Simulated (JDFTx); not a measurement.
## Energy of TaN along an even scaling of the cell

System: TaN (Fm-3m, 2 atoms in the cell).
Method: Kohn-Sham DFT of a periodic cell, RPBE, PseudoDojo-SR-PBE-0.5-standard, no spin polarisation (JDFTx 1.7.0 (patched build)).

The 7 runs differ only in the geometry, by an even scaling of the cell at fixed fractional positions. The structure derives from a Materials Project entry.

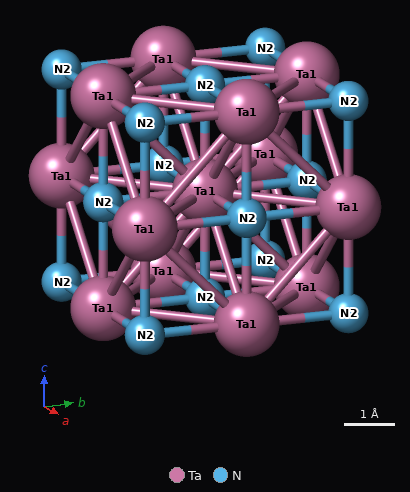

Figure 1. The structure of run 4 (ball-and-stick view of the cell 4 times as large as that of the calculation, set on its symmetry axes, seen slightly off an axis; atoms are numbered from 1 in the order of the input).

**The input of run 4**
```
include TaN.lattice
coords-type Lattice
include TaN.ionpos

ion-species pseudo/Ta.upf
ion-species pseudo/N.upf
elec-cutoff 42 336
elec-ex-corr gga-x-rpbe gga-c-pbe
kpoint-folding 10 10 10
elec-smearing Fermi 0.0018374661
elec-n-bands 15
electronic-SCF nIterations 100 energyDiffThreshold 1e-09
electronic-minimize nIterations 30 energyDiffThreshold 1e-7
forces-output-coords Cartesian

dump-name run.$VAR
dump End Ecomponents EigStats BandEigs Kpoints Forces Stress ElecDensity Dtot KEdensity
```

**File TaN.lattice of run 4**
```
lattice \
    0.0000000000     4.1787948431     4.1787948431 \
    4.1787948431     0.0000000000     4.1787948431 \
    4.1787948431     4.1787948431     0.0000000000
```

**File TaN.ionpos of run 4**
```
ion Ta     0.5000000000     0.5000000000     0.5000000000 1
ion N      0.0000000000     0.0000000000     0.0000000000 1
```

Command:
```bash
jdftx -c 1 -i TaN.in -o TaN.out
```

Lattice vectors (Å) and fractional positions of run 4:
```
   0.000000    2.211323    2.211323
   2.211323    0.000000    2.211323
   2.211323    2.211323    0.000000
Ta  0.500000  0.500000  0.500000
N   0.000000  0.000000  0.000000
```

Run 6 differs from it as follows:
```diff
-    0.0000000000     4.1787948431     4.1787948431 \
-    4.1787948431     0.0000000000     4.1787948431 \
-    4.1787948431     4.1787948431     0.0000000000
+    0.0000000000     4.2337852918     4.2337852918 \
+    4.2337852918     0.0000000000     4.2337852918 \
+    4.2337852918     4.2337852918     0.0000000000
```

**Results, with one run withheld**

```csv
run,volume per atom (Å³),"free energy per atom, from the lowest run given (meV)",pressure (GPa)
1,10.164,53.29,25.33
2,10.381,24.96,16.78
3,10.597,7.57,9.10
4,10.813,0.00,2.21
5,11.030,1.24,−3.96
6,11.246,?,?
7,11.462,26.63,−14.49
```

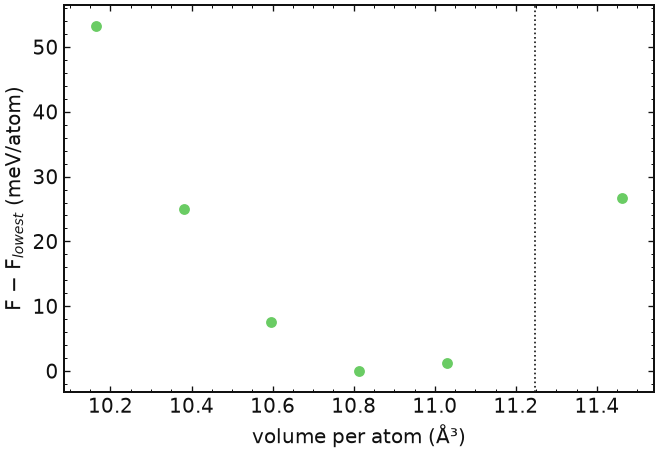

Figure 2. Free energy per atom of the runs given; the dotted line marks run 6.

Fit the runs given and predict run 6.

A cubic polynomial in V^(−2/3) (the Birch–Murnaghan form), fitted to the 6 runs given, misses them by at most 0.02 meV per atom. With x = V^(−2/3) − 0.20559 Å⁻², it reads F = 1.906 + 2387.1 x + 5.8618e+05 x² + 4.2848e+05 x³ (meV per atom). At run 6 it gives 10.37 meV per atom, and the run itself gives 10.39. The slope of the fit gives a pressure −dF/dV of −9.51 GPa there, and the run prints −9.51 GPa. The fit has its minimum at 10.889 Å³ per atom, where V d²F/dV² gives 316 GPa: the bulk modulus at this level, since symmetry fixes the shape and the positions.

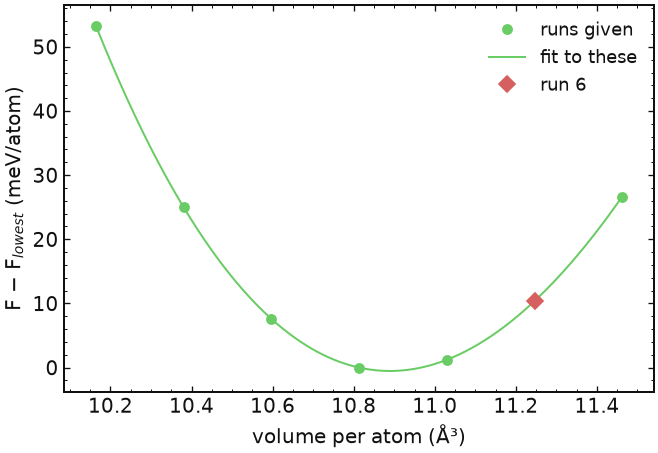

Figure 3. The fit and the withheld run.

**Some lines of the output (run 6)**
```
[...]
unit cell volume = 151.781
     Etot =      -69.0810500831883729
        F =      -69.0812628839494209
	HOMO-LUMO gap: +0.005069
	Optical gap  : +0.012480 at state 12 ( [ +0.000000 +0.100000 -0.300000 ] spin 0 )
```

Notes: Spin–orbit coupling is left out, which matters for Ta.
